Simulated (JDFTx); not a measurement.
# Geometry relaxation, with input and output: ScAl₃ (part 2 of 2)

Continued. System: ScAl₃ (Pm-3m, 4 atoms in the cell). Method: Kohn-Sham DFT of a periodic cell, r2SCAN, SG15-PBE-1.2, no spin polarisation (JDFTx 1.7.0 (patched build)); cutoff 1088.45 eV, 3×3×3 k-mesh, fermi-dirac of 0.05 eV. The structure derives from a Materials Project entry. The settings are looser than a standard set-up, so the numbers are not reference values.

Geometry of the input (Å; fractional positions):
```
4.0878  0.0000  0.0000
0.0000  4.0878  0.0000
0.0000  0.0000  4.0878
Sc 0.0000  0.0000  0.0000
Al 0.5000  0.5000  0.0000
Al 0.0000  0.5000  0.5000
Al 0.5000  0.0000  0.5000
```

### What the program printed, continued
```
-------------------------------------
        F =     -253.7636575761837321

LatticeMinimize: Iter:   1  F: -253.763657576183732  |grad|_K:  3.084e-03  alpha:  3.000e+00  linmin: -1.000e+00

-------- Electronic minimization -----------
Will mix electronic and kinetic density at each iteration.
	FillingsUpdate:  mu: +0.421837372  nElectrons: 44.000000
	FillingsUpdate:  mu: +0.416217835  nElectrons: 44.000000
SCF: Cycle:  0   F: -253.763296740471532   dF: -2.793e-03   |Residual|: 2.661e-01   |deigs|: 8.992e-05
	FillingsUpdate:  mu: +0.417653469  nElectrons: 44.000000
SCF: Cycle:  1   F: -253.763652493494590   dF: -3.558e-04   |Residual|: 1.335e-01   |deigs|: 4.923e-03
	FillingsUpdate:  mu: +0.417750545  nElectrons: 44.000000
SCF: Cycle:  2   F: -253.763717928942782   dF: -6.544e-05   |Residual|: 1.867e-02   |deigs|: 4.498e-03
	FillingsUpdate:  mu: +0.417688043  nElectrons: 44.000000
SCF: Cycle:  3   F: -253.763719526269114   dF: -1.597e-06   |Residual|: 8.978e-03   |deigs|: 3.496e-04
	FillingsUpdate:  mu: +0.417680877  nElectrons: 44.000000
SCF: Cycle:  4   F: -253.763720744956487   dF: -1.219e-06   |Residual|: 3.683e-03   |deigs|: 5.850e-05
	FillingsUpdate:  mu: +0.417701808  nElectrons: 44.000000
SCF: Cycle:  5   F: -253.763721104859371   dF: -3.599e-07   |Residual|: 5.929e-03   |deigs|: 2.023e-04
	FillingsUpdate:  mu: +0.417670252  nElectrons: 44.000000
SCF: Cycle:  6   F: -253.763721371129463   dF: -2.663e-07   |Residual|: 1.250e-03   |deigs|: 1.621e-04
	FillingsUpdate:  mu: +0.417659290  nElectrons: 44.000000
SCF: Cycle:  7   F: -253.763721423268947   dF: -5.214e-08   |Residual|: 1.694e-04   |deigs|: 2.824e-05
	FillingsUpdate:  mu: +0.417656335  nElectrons: 44.000000
SCF: Cycle:  8   F: -253.763721433031037   dF: -9.762e-09   |Residual|: 1.510e-04   |deigs|: 8.738e-06
	FillingsUpdate:  mu: +0.417657476  nElectrons: 44.000000
SCF: Cycle:  9   F: -253.763721435681333   dF: -2.650e-09   |Residual|: 8.152e-05   |deigs|: 3.847e-06
	FillingsUpdate:  mu: +0.417657619  nElectrons: 44.000000
SCF: Cycle: 10   F: -253.763721436324857   dF: -6.435e-10   |Residual|: 2.432e-05   |deigs|: 4.147e-06
	FillingsUpdate:  mu: +0.417657332  nElectrons: 44.000000
SCF: Cycle: 11   F: -253.763721436489050   dF: -1.642e-10   |Residual|: 2.240e-05   |deigs|: 1.890e-06
SCF: Converged (|Delta E|<1.000000e-09 for 2 iters).

Setting wave functions to eigenvectors of Hamiltonian
# Lattice vectors:
R =
[      7.75498            0            0  ]
[            0      7.75498            0  ]
[            0            0      7.75498  ]
unit cell volume = 466.383

# Strain tensor in Cartesian coordinates:
[   0.00390278            0            0  ]
[            0   0.00390278            0  ]
[            0            0   0.00390278  ]

# Stress tensor in Cartesian coordinates [Eh/a0^3]:
[  -1.0179e-06            0            0  ]
[            0  -1.0179e-06            0  ]
[            0            0  -1.0179e-06  ]

# Ionic positions in lattice coordinates:
ion Sc  -0.000000000000000   0.000000000000000   0.000000000000000 1
ion Al   0.500000000000000   0.500000000000000  -0.000000000000000 1
ion Al  -0.000000000000000   0.500000000000000   0.500000000000000 1
ion Al   0.500000000000000  -0.000000000000000   0.500000000000000 1

# Forces in Cartesian coordinates:
force Sc  -0.000000000000000   0.000000000000000   0.000000000000000 1
force Al  -0.000000000000000  -0.000000000000000   0.000000000000000 1
force Al   0.000000000000000  -0.000000000000000   0.000000000000000 1
force Al   0.000000000000000   0.000000000000000  -0.000000000000000 1

# Energy components:
   Eewald =     -143.0740196850206303
       EH =       60.6516202092137675
     Eloc =     -194.8376864398775297
      Enl =      -51.7775494794021469
      Exc =      -29.6579542450731495
       KE =      104.9326078307055212
-------------------------------------
     Etot =     -253.7629818094541179
       TS =        0.0007396270349378
-------------------------------------
        F =     -253.7637214364890497

LatticeMinimize: Iter:   2  F: -253.763721436489050  |grad|_K:  1.064e-04  alpha:  1.000e+00  linmin: -1.000e+00

-------- Electronic minimization -----------
Will mix electronic and kinetic density at each iteration.
	FillingsUpdate:  mu: +0.417657332  nElectrons: 44.000000
	FillingsUpdate:  mu: +0.417464208  nElectrons: 44.000000
SCF: Cycle:  0   F: -253.763720784929660   dF: -3.152e-06   |Residual|: 8.947e-03   |deigs|: 9.253e-07
	FillingsUpdate:  mu: +0.417513314  nElectrons: 44.000000
SCF: Cycle:  1   F: -253.763721419279108   dF: -6.343e-07   |Residual|: 4.615e-03   |deigs|: 1.737e-04
	FillingsUpdate:  mu: +0.417518903  nElectrons: 44.000000
SCF: Cycle:  2   F: -253.763721499223124   dF: -7.994e-08   |Residual|: 5.132e-04   |deigs|: 1.561e-04
	FillingsUpdate:  mu: +0.417514888  nElectrons: 44.000000
SCF: Cycle:  3   F: -253.763721506264233   dF: -7.041e-09   |Residual|: 2.777e-04   |deigs|: 1.348e-05
	FillingsUpdate:  mu: +0.417513514  nElectrons: 44.000000
SCF: Cycle:  4   F: -253.763721507977976   dF: -1.714e-09   |Residual|: 9.483e-05   |deigs|: 5.458e-06
	FillingsUpdate:  mu: +0.417514683  nElectrons: 44.000000
SCF: Cycle:  5   F: -253.763721508648388   dF: -6.704e-10   |Residual|: 6.238e-05   |deigs|: 3.488e-06
	FillingsUpdate:  mu: +0.417513484  nElectrons: 44.000000
SCF: Cycle:  6   F: -253.763721508907224   dF: -2.588e-10   |Residual|: 1.933e-05   |deigs|: 3.287e-06
SCF: Converged (|Delta E|<1.000000e-09 for 2 iters).

Setting wave functions to eigenvectors of Hamiltonian
# Lattice vectors:
R =
[      7.75579            0            0  ]
[            0      7.75579            0  ]
[            0            0      7.75579  ]
unit cell volume = 466.528

# Strain tensor in Cartesian coordinates:
[   0.00400715            0            0  ]
[            0   0.00400715            0  ]
[            0            0   0.00400715  ]

# Stress tensor in Cartesian coordinates [Eh/a0^3]:
[   6.2631e-09            0            0  ]
[            0   6.2631e-09            0  ]
[            0            0   6.2631e-09  ]

# Ionic positions in lattice coordinates:
ion Sc   0.000000000000000   0.000000000000000   0.000000000000000 1
ion Al   0.500000000000000   0.500000000000000  -0.000000000000000 1
ion Al  -0.000000000000000   0.500000000000000   0.500000000000000 1
ion Al   0.500000000000000  -0.000000000000000   0.500000000000000 1

# Forces in Cartesian coordinates:
force Sc  -0.000000000000000   0.000000000000000   0.000000000000000 1
force Al  -0.000000000000000  -0.000000000000000   0.000000000000000 1
force Al  -0.000000000000000  -0.000000000000000   0.000000000000000 1
force Al  -0.000000000000000   0.000000000000000   0.000000000000000 1

# Energy components:
   Eewald =     -143.0591465722075952
       EH =       60.6591624152882432
     Eloc =     -194.8594490881177421
      Enl =      -51.7771872853712551
      Exc =      -29.6575577504980110
       KE =      104.9311964037090092
-------------------------------------
     Etot =     -253.7629818771973760
       TS =        0.0007396317098595
-------------------------------------
        F =     -253.7637215089072242

LatticeMinimize: Iter:   3  F: -253.763721508907224  |grad|_K:  6.551e-07  alpha:  1.000e+00  linmin:  1.000e+00

-------- Electronic minimization -----------
Will mix electronic and kinetic density at each iteration.
	FillingsUpdate:  mu: +0.417513484  nElectrons: 44.000000
	FillingsUpdate:  mu: +0.417514254  nElectrons: 44.000000
SCF: Cycle:  0   F: -253.763721508777621   dF: -2.029e-11   |Residual|: 2.874e-06   |deigs|: 3.614e-07
	FillingsUpdate:  mu: +0.417514205  nElectrons: 44.000000
SCF: Cycle:  1   F: -253.763721508963215   dF: -1.856e-10   |Residual|: 5.364e-05   |deigs|: 3.331e-06
SCF: Converged (|Delta E|<1.000000e-09 for 2 iters).

Setting wave functions to eigenvectors of Hamiltonian
# Lattice vectors:
R =
[      7.75578            0            0  ]
[            0      7.75578            0  ]
[            0            0      7.75578  ]
unit cell volume = 466.527

# Strain tensor in Cartesian coordinates:
[   0.00400654            0            0  ]
[            0   0.00400654            0  ]
[            0            0   0.00400654  ]

# Stress tensor in Cartesian coordinates [Eh/a0^3]:
[ -1.58026e-07            0            0  ]
[            0 -1.58026e-07            0  ]
[            0            0 -1.58026e-07  ]

# Ionic positions in lattice coordinates:
ion Sc   0.000000000000000  -0.000000000000000   0.000000000000000 1
ion Al   0.500000000000000   0.500000000000000  -0.000000000000000 1
ion Al   0.000000000000000   0.500000000000000   0.500000000000000 1
ion Al   0.500000000000000  -0.000000000000000   0.500000000000000 1

# Forces in Cartesian coordinates:
force Sc   0.000000000000000  -0.000000000000000  -0.000000000000000 1
force Al  -0.000000000000000   0.000000000000000   0.000000000000000 1
force Al  -0.000000000000000   0.000000000000000   0.000000000000000 1
force Al   0.000000000000000  -0.000000000000000   0.000000000000000 1

# Energy components:
   Eewald =     -143.0592332946114880
       EH =       60.6590891713903559
     Eloc =     -194.8592687861505226
      Enl =      -51.7771773294888931
      Exc =      -29.6575548941288076
       KE =      104.9311632539361199
-------------------------------------
     Etot =     -253.7629818790532568
       TS =        0.0007396299099486
-------------------------------------
        F =     -253.7637215089632150

LatticeMinimize: Iter:   4  F: -253.763721508963215  |grad|_K:  1.653e-05  alpha:  1.000e+00  linmin:  1.000e+00
LatticeMinimize: Converged (|Delta F|<1.000000e-06 for 2 iters).

Dumping 'run.eigStats' ...
	eMin: -3.512782 at state 0 ( [ +0.000000 +0.000000 +0.000000 ] spin 0 )
	HOMO: +0.414560 at state 2 ( [ +0.000000 +0.333333 +0.333333 ] spin 0 )
	mu  : +0.417514
	LUMO: +0.431726 at state 1 ( [ +0.000000 +0.000000 +0.333333 ] spin 0 )
	eMax: +0.689482 at state 3 ( [ +0.333333 +0.333333 +0.333333 ] spin 0 )
	HOMO-LUMO gap: +0.017166
	Optical gap  : +0.027972 at state 2 ( [ +0.000000 +0.333333 +0.333333 ] spin 0 )
Done!
```

### Trajectory as extended XYZ (Å, eV, eV/Å), 5 frames, from step=0 to step=4
```
4
Lattice="4.0878 0.0000 0.0000 0.0000 4.0878 0.0000 0.0000 0.0000 4.0878" Properties=species:S:1:pos:R:3:forces:R:3 step=0 energy=-6905.25975
Sc    0.0000    0.0000    0.0000    0.0000   0.0000   0.0000
Al    2.0439    2.0439    0.0000    0.0000   0.0000   0.0000
Al    0.0000    2.0439    2.0439    0.0000   0.0000   0.0000
Al    2.0439    0.0000    2.0439    0.0000   0.0000   0.0000
4
Lattice="4.0915 0.0000 0.0000 0.0000 4.0915 0.0000 0.0000 0.0000 4.0915" Properties=species:S:1:pos:R:3:forces:R:3 step=1 energy=-6905.26090
Sc    0.0000    0.0000    0.0000    0.0000   0.0000   0.0000
Al    2.0457    2.0457    0.0000    0.0000   0.0000   0.0000
Al    0.0000    2.0457    2.0457    0.0000   0.0000   0.0000
Al    2.0457    0.0000    2.0457    0.0000   0.0000   0.0000
4
Lattice="4.1038 0.0000 0.0000 0.0000 4.1038 0.0000 0.0000 0.0000 4.1038" Properties=species:S:1:pos:R:3:forces:R:3 step=2 energy=-6905.26264
Sc    0.0000    0.0000    0.0000    0.0000   0.0000   0.0000
Al    2.0519    2.0519    0.0000    0.0000   0.0000   0.0000
Al    0.0000    2.0519    2.0519    0.0000   0.0000   0.0000
Al    2.0519    0.0000    2.0519    0.0000   0.0000   0.0000
4
Lattice="4.1042 0.0000 0.0000 0.0000 4.1042 0.0000 0.0000 0.0000 4.1042" Properties=species:S:1:pos:R:3:forces:R:3 step=3 energy=-6905.26264
Sc    0.0000    0.0000    0.0000    0.0000   0.0000   0.0000
Al    2.0521    2.0521    0.0000    0.0000   0.0000   0.0000
Al    0.0000    2.0521    2.0521    0.0000   0.0000   0.0000
Al    2.0521    0.0000    2.0521    0.0000   0.0000   0.0000
4
Lattice="4.1042 0.0000 0.0000 0.0000 4.1042 0.0000 0.0000 0.0000 4.1042" Properties=species:S:1:pos:R:3:forces:R:3 step=4 energy=-6905.26264
Sc    0.0000    0.0000    0.0000    0.0000   0.0000   0.0000
Al    2.0521    2.0521    0.0000    0.0000   0.0000   0.0000
Al    0.0000    2.0521    2.0521    0.0000   0.0000   0.0000
Al    2.0521    0.0000    2.0521    0.0000   0.0000   0.0000
```

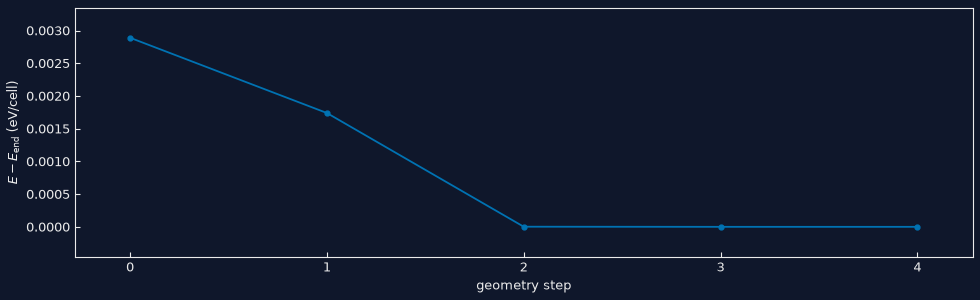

Fig. 1: Progress of the relaxation, step by step (steps are counted from 0). After 4 geometry steps the energy has fallen by 2.9 meV per cell of the calculation. All forces vanish by symmetry, so only the cell relaxes. The atoms keep their places relative to the cell (all moves are under 0.005 Å). 

### Results in brief

```json
{"quantity": "outcome", "value": "converged"}
{"quantity": "space group (tolerance 0.01 Å)", "value": "Pm-3m (221)"}
{"quantity": "electrons treated", "value": "44"}
{"quantity": "free energy", "value": "−6905.2626 eV"}
{"quantity": "Fermi energy", "value": "11.361 eV"}
{"quantity": "gap on the k-point mesh", "value": "none (metallic)"}
{"quantity": "pressure", "value": "0.00 GPa"}
{"quantity": "final volume", "value": "69.13 Å³"}
{"quantity": "largest force (length of the vector) at the end", "value": "under 0.001 eV/Å"}
{"quantity": "final cell", "value": "a = 4.104 Å, b = 4.104 Å, c = 4.104 Å, α = 90.00°, β = 90.00°, γ = 90.00°"}
{"quantity": "wall time", "value": "1.8 min"}
{"quantity": "peak memory", "value": "0.2 GiB"}
```

The settings depart from the standard set-up of this series, which can bear on the numbers. Points of doubt noted for this run: coarse mesh; metagga forces on grid.
